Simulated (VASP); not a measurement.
Hyperfine calculation of C$_{62}$N (charge −1) (part 3 of 5)

Continued. System: C$_{62}$N (defect cell, 63 atoms in the cell, total charge −1). Method: Kohn-Sham DFT of a periodic cell, PBE, VASP PAW PBE potentials, recommended, spin-polarised (VASP 6.6.1); cutoff 420 eV, 1×1×1 k-mesh, Gaussian smearing of 0.01 eV, collinear spins. 

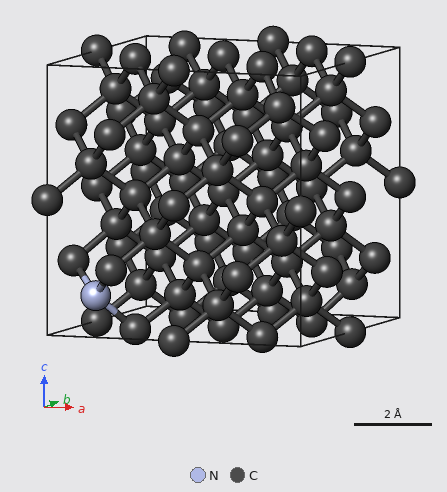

*The input geometry (ball-and-stick view of the cell of the calculation, seen slightly off an axis).*

Parts of OUTCAR, continued
```
      4.45793      6.25312      2.68220         0.000114     -0.004311     -0.001419
      5.36400      3.56387      1.78286         0.005146     -0.000262     -0.006517
      6.25312      4.45793      2.68220        -0.004303      0.000111     -0.001426
      5.35983      5.35983      0.00901        -0.000186     -0.000175     -0.001337
      6.17360      6.17360      0.94867         0.002086      0.002076     -0.006062
      3.57208      3.57208      3.57208         0.000008      0.000000      0.000006
      4.46479      4.46479      4.46479         0.002085      0.002076      0.002083
      3.57217      5.35808      5.35808        -0.000442      0.003811      0.003809
      4.46730      6.25150      6.25150        -0.002609     -0.000858     -0.000839
      5.35808      3.57217      5.35808         0.003793     -0.000436      0.003796
      6.25150      4.46730      6.25150        -0.000844     -0.002627     -0.000842
      5.35808      5.35808      3.57217         0.003802      0.003808     -0.000440
      6.25150      6.25150      4.46730        -0.000836     -0.000854     -0.002608
 -----------------------------------------------------------------------------------
    total drift:                                0.000555      0.000552      0.000557

  FREE ENERGIE OF THE ION-ELECTRON SYSTEM (eV)
  ---------------------------------------------------
  free  energy   TOTEN  =      -550.2523741319 eV

  energy  without entropy=     -550.2523741319  energy(sigma->0) =     -550.25237413

 Electric field gradients (V/A^2)
---------------------------------------------------------------------
 ion       V_xx      V_yy      V_zz      V_xy      V_xz      V_yz
---------------------------------------------------------------------
   1      -0.000     0.000    -0.000   -73.076   -73.077   -73.076
   2       1.495    -0.747    -0.747    -9.121    -9.121     8.391
   3      -1.148     0.574     0.574    -1.416    -1.416    -2.473
   4      -0.747     1.495    -0.747    -9.121     8.391    -9.121
   5       0.574    -1.148     0.574    -1.416    -2.473    -1.416
   6      -0.747    -0.747     1.495     8.391    -9.121    -9.121
   7       0.574     0.574    -1.148    -2.473    -1.416    -1.416
   8      -0.280    -0.280     0.560    -0.254     0.257     0.257
   9       0.306     0.306    -0.612     1.968    -0.983    -0.982
  10      -1.811     0.595     1.216    -5.481     6.679     1.855
  11      -0.055    -0.267     0.322    -0.080     0.008    -3.418
  12       0.595    -1.811     1.216    -5.481     1.855     6.679
  13      -0.267    -0.055     0.322    -0.080    -3.418     0.008
  14       0.064     0.064    -0.128    -0.940     0.240     0.240
  15      -0.036    -0.036     0.073     0.674    -0.936    -0.936
  16      -0.280     0.560    -0.280     0.257    -0.253     0.257
  17       0.306    -0.612     0.306    -0.983     1.968    -0.982
  18      -1.811     1.216     0.595     6.679    -5.481     1.855
  19      -0.055     0.322    -0.267     0.008    -0.080    -3.418
  20       0.064    -0.128     0.064     0.240    -0.940     0.240
  21      -0.036     0.073    -0.036    -0.936     0.674    -0.936
  22       0.595     1.216    -1.811     1.855    -5.481     6.679
  23      -0.267     0.322    -0.055    -3.418    -0.080     0.008
  24      -1.448     0.724     0.724    -0.649    -0.649    -0.812
  25      -1.269     0.634     0.634     1.055     1.055    -3.223
  26      -1.147     0.574     0.574    -6.315    -6.315    -2.892
  27       2.027    -1.014    -1.014     8.215     8.215   -11.585
  28       0.085    -0.314     0.229     0.420    -0.863    -1.118
  29       1.204     1.283    -2.487     0.016     1.147    -0.921
  30       0.085     0.229    -0.314    -0.863     0.420    -1.118
  31       1.204    -2.487     1.283     1.147     0.016    -0.921
  32       0.560    -0.280    -0.280     0.257     0.257    -0.254
  33      -0.612     0.306     0.306    -0.982    -0.983     1.968
  34      -0.128     0.064     0.064     0.240     0.240    -0.940
  35       0.073    -0.036    -0.036    -0.936    -0.936     0.674
  36       1.216    -1.811     0.595     6.679     1.855    -5.481
  37       0.322    -0.055    -0.267     0.008    -3.418    -0.080
  38       1.216     0.595    -1.811     1.855     6.679    -5.481
  39       0.322    -0.267    -0.055    -3.418     0.008    -0.080
  40       0.724    -1.448     0.724    -0.649    -0.812    -0.649
  41       0.634    -1.269     0.634     1.055    -3.223     1.055
  42      -0.314     0.085     0.229     0.420    -1.118    -0.863
  43       1.283     1.204    -2.487     0.016    -0.921     1.147
  44       0.574    -1.147     0.574    -6.315    -2.892    -6.315
  45      -1.014     2.027    -1.014     8.215   -11.585     8.215
  46       0.229     0.085    -0.314    -0.863    -1.118     0.420
  47      -2.487     1.204     1.283     1.147    -0.921     0.016
  48       0.724     0.724    -1.448    -0.812    -0.649    -0.649
  49       0.634     0.634    -1.269    -3.223     1.055     1.055
  50      -0.314     0.229     0.085    -1.118     0.420    -0.863
  51       1.283    -2.487     1.204    -0.921     0.016     1.147
  52       0.229    -0.314     0.085    -1.118    -0.863     0.420
  53      -2.487     1.283     1.204    -0.921     1.147     0.016
  54       0.574     0.574    -1.147    -2.892    -6.315    -6.315
  55      -1.014    -1.014     2.027   -11.585     8.215     8.215
  56      -0.000     0.000    -0.000    -0.581    -0.581    -0.581
  57       0.000     0.000    -0.000     0.436     0.437     0.436
  58      -0.405     0.202     0.202    -0.751    -0.751    -0.476
  59      -0.444     0.222     0.222     0.702     0.702     1.519
  60       0.202    -0.405     0.202    -0.751    -0.476    -0.751
  61       0.222    -0.444     0.222     0.702     1.519     0.702
  62       0.202     0.202    -0.405    -0.476    -0.751    -0.751
  63       0.222     0.222    -0.444     1.519     0.702     0.702
---------------------------------------------------------------------

 Electric field gradients after diagonalization (V/A^2)
 (convention: |V_zz| > |V_xx| > |V_yy|)
----------------------------------------------------------------------
 ion       V_xx      V_yy      V_zz     asymmetry (V_yy - V_xx)/ V_zz
----------------------------------------------------------------------
   1      73.077    73.076  -146.153       0.000
   2      -9.138    -8.691    17.829       0.025
   3       3.047     0.513    -3.560       0.712
   4      -9.138    -8.691    17.829       0.025
   5       3.047     0.513    -3.560       0.712
   6      -9.138    -8.691    17.829       0.025
   7       3.047     0.513    -3.560       0.712
   8      -0.643    -0.026     0.669       0.921
   9      -1.662    -1.172     2.834       0.173
  10       7.371     2.631   -10.002       0.474
  11      -3.404    -0.055     3.459       0.968
  12       7.371     2.631   -10.002       0.474
  13      -3.404    -0.055     3.459       0.968
  14       1.004     0.003    -1.008       0.993
  15      -0.999    -0.710     1.709       0.169
  16      -0.643    -0.026     0.669       0.921
  17      -1.662    -1.172     2.834       0.173
  18       7.371     2.631   -10.002       0.474
  19      -3.404    -0.055     3.459       0.968
  20       1.004     0.003    -1.008       0.993
  21      -0.999    -0.711     1.709       0.169
  22       7.371     2.631   -10.002       0.474
  23      -3.404    -0.055     3.459       0.968
  24       1.536     0.374    -1.910       0.608
  25      -3.561    -0.297     3.857       0.846
  26       7.217     3.466   -10.683       0.351
  27      10.571     8.442   -19.013       0.112
  28      -1.237    -0.432     1.669       0.482
  29       1.734     1.266    -3.000       0.156
  30      -1.237    -0.432     1.669       0.482
  31       1.734     1.266    -3.000       0.156
  32      -0.643    -0.026     0.669       0.921
  33      -1.662    -1.172     2.834       0.173
  34       1.004     0.003    -1.008       0.993
  35      -0.999    -0.711     1.709       0.169
  36       7.371     2.631   -10.002       0.474
  37      -3.404    -0.055     3.459       0.968
  38       7.371     2.631   -10.002       0.474
  39      -3.404    -0.055     3.459       0.968
  40       1.536     0.374    -1.910       0.608
  41      -3.561    -0.297     3.857       0.846
  42      -1.237    -0.432     1.669       0.482
  43       1.734     1.266    -3.000       0.156
  44       7.217     3.466   -10.683       0.351
  45      10.571     8.442   -19.013       0.112
  46      -1.237    -0.432     1.669       0.482
  47       1.734     1.266    -3.000       0.156
  48       1.536     0.374    -1.910       0.608
  49      -3.561    -0.297     3.857       0.846
  50      -1.237    -0.432     1.669       0.482
  51       1.734     1.266    -3.000       0.156
  52      -1.237    -0.432     1.669       0.482
  53       1.734     1.266    -3.000       0.156
  54       7.217     3.466   -10.683       0.351
  55      10.571     8.442   -19.013       0.112
  56       0.581     0.581    -1.162       0.000
  57      -0.437    -0.436     0.873       0.000
  58       0.725     0.678    -1.403       0.034
  59      -1.297    -0.828     2.124       0.221
  60       0.725     0.678    -1.403       0.034
  61      -1.297    -0.828     2.124       0.221
  62       0.725     0.678    -1.403       0.034
  63      -1.297    -0.828     2.124       0.221
----------------------------------------------------------------------

           NMR quadrupolar parameters

 Cq : quadrupolar parameter    Cq=e*Q*V_zz/h
 eta: asymmetry parameters     (V_yy - V_xx)/ V_zz
 Q  : nuclear electric quadrupole moment in mb (millibarn)
----------------------------------------------------------------------
 ion       Cq(MHz)       eta       Q (mb)
----------------------------------------------------------------------
   1      -7.223       0.000      20.440
   2       0.000       0.025       0.000
   3       0.000       0.712       0.000
   4       0.000       0.025       0.000
   5       0.000       0.712       0.000
   6       0.000       0.025       0.000
   7       0.000       0.712       0.000
   8       0.000       0.921       0.000
   9       0.000       0.173       0.000
  10       0.000       0.474       0.000
  11       0.000       0.968       0.000
  12       0.000       0.474       0.000
  13       0.000       0.968       0.000
  14       0.000       0.993       0.000
  15       0.000       0.169       0.000
  16       0.000       0.921       0.000
  17       0.000       0.173       0.000
  18       0.000       0.474       0.000
  19       0.000       0.968       0.000
  20       0.000       0.993       0.000
  21       0.000       0.169       0.000
  22       0.000       0.474       0.000
  23       0.000       0.968       0.000
  24       0.000       0.608       0.000
  25       0.000       0.846       0.000
  26       0.000       0.351       0.000
  27       0.000       0.112       0.000
  28       0.000       0.482       0.000
  29       0.000       0.156       0.000
  30       0.000       0.482       0.000
  31       0.000       0.156       0.000
  32       0.000       0.921       0.000
  33       0.000       0.173       0.000
  34       0.000       0.993       0.000
  35       0.000       0.169       0.000
  36       0.000       0.474       0.000
  37       0.000       0.968       0.000
  38       0.000       0.474       0.000
  39       0.000       0.968       0.000
  40       0.000       0.608       0.000
  41       0.000       0.846       0.000
  42       0.000       0.482       0.000
  43       0.000       0.156       0.000
  44       0.000       0.351       0.000
  45       0.000       0.112       0.000
  46       0.000       0.482       0.000
  47       0.000       0.156       0.000
  48       0.000       0.608       0.000
  49       0.000       0.846       0.000
  50       0.000       0.482       0.000
  51       0.000       0.156       0.000
  52       0.000       0.482       0.000
  53       0.000       0.156       0.000
  54       0.000       0.351       0.000
  55       0.000       0.112       0.000
  56       0.000       0.000       0.000
  57       0.000       0.000       0.000
  58       0.000       0.034       0.000
  59       0.000       0.221       0.000
  60       0.000       0.034       0.000
  61       0.000       0.221       0.000
  62       0.000       0.034       0.000
  63       0.000       0.221       0.000
----------------------------------------------------------------------

 Fermi contact (isotropic) hyperfine coupling parameter (MHz)
 -------------------------------------------------------------
  ion      A_pw      A_1PS     A_1AE     A_1c      A_tot
 -------------------------------------------------------------
   1       0.143     0.141    -2.097    -0.338    -2.095
   2       0.002     0.002    -0.488    -0.033    -0.488
   3       0.241     0.242     0.329    -0.489     0.328
   4       0.002     0.002    -0.488    -0.033    -0.488
   5       0.241     0.242     0.329    -0.489     0.328
   6       0.002     0.002    -0.488    -0.033    -0.488
   7       0.241     0.242     0.329    -0.489     0.328
   8      -0.134    -0.135    -1.940     0.174    -1.938
   9       0.655     0.658     1.121    -1.307     1.119
  10      -0.295    -0.300    -8.170     0.161    -8.165
  11       0.406     0.409     2.899    -0.691     2.896
  12      -0.295    -0.300    -8.171     0.161    -8.165
  13       0.406     0.409     2.899    -0.691     2.896
  14      -0.064    -0.064    -0.480     0.107    -0.480
  15       0.136     0.138     1.665    -0.195     1.664
  16      -0.134    -0.135    -1.940     0.174    -1.938
  17       0.655     0.658     1.121    -1.307     1.119
  18      -0.295    -0.300    -8.171     0.161    -8.165
  19       0.406     0.409     2.899    -0.691     2.896
  20      -0.064    -0.064    -0.480     0.107    -0.480
  21       0.136     0.138     1.665    -0.195     1.664
  22      -0.295    -0.300    -8.171     0.161    -8.165
  23       0.406     0.409     2.899    -0.691     2.896
  24       0.707     0.709    -0.782    -1.527    -0.784
  25       1.313     1.327    17.413    -1.790    17.399
  26      -0.702    -0.710    -9.392     0.951    -9.385
  27      18.262    18.399   126.386   -30.558   126.249
  28      -0.093    -0.094    -0.906     0.143    -0.905
  29       1.556     1.571    17.280    -2.311    17.265
  30      -0.093    -0.094    -0.906     0.143    -0.905
  31       1.556     1.571    17.280    -2.311    17.266
  32      -0.134    -0.135    -1.940     0.174    -1.938
  33       0.655     0.658     1.121    -1.307     1.119
  34      -0.064    -0.064    -0.480     0.107    -0.480
  35       0.136     0.138     1.665    -0.195     1.664
  36      -0.295    -0.300    -8.171     0.161    -8.165
  37       0.406     0.409     2.899    -0.691     2.896
  38      -0.295    -0.300    -8.171     0.161    -8.165
  39       0.406     0.409     2.899    -0.691     2.896
  40       0.707     0.709    -0.782    -1.527    -0.784
  41       1.313     1.327    17.413    -1.790    17.399
  42      -0.093    -0.094    -0.906     0.143    -0.905
  43       1.556     1.571    17.280    -2.311    17.266
  44      -0.702    -0.710    -9.392     0.951    -9.385
  45      18.262    18.399   126.386   -30.558   126.249
  46      -0.093    -0.094    -0.906     0.143    -0.905
  47       1.556     1.571    17.280    -2.311    17.266
  48       0.707     0.709    -0.782    -1.527    -0.784
  49       1.313     1.327    17.413    -1.790    17.399
  50      -0.093    -0.094    -0.906     0.143    -0.905
  51       1.556     1.571    17.280    -2.311    17.266
  52      -0.093    -0.094    -0.906     0.143    -0.905
  53       1.556     1.571    17.280    -2.311    17.265
  54      -0.702    -0.710    -9.392     0.951    -9.385
  55      18.262    18.399   126.386   -30.558   126.249
  56       0.085     0.085    -0.013    -0.177    -0.014
  57       0.092     0.092    -1.056    -0.252    -1.056
  58      -0.129    -0.131    -2.484     0.133    -2.482
  59       0.646     0.651     4.346    -1.109     4.342
  60      -0.129    -0.131    -2.484     0.133    -2.482
  61       0.646     0.651     4.346    -1.109     4.342
  62      -0.129    -0.131    -2.484     0.133    -2.482
  63       0.646     0.651     4.346    -1.109     4.342
 -------------------------------------------------------------

 Dipolar hyperfine coupling parameters (MHz)
 ---------------------------------------------------------------------
  ion      A_xx      A_yy      A_zz      A_xy      A_xz      A_yz
```
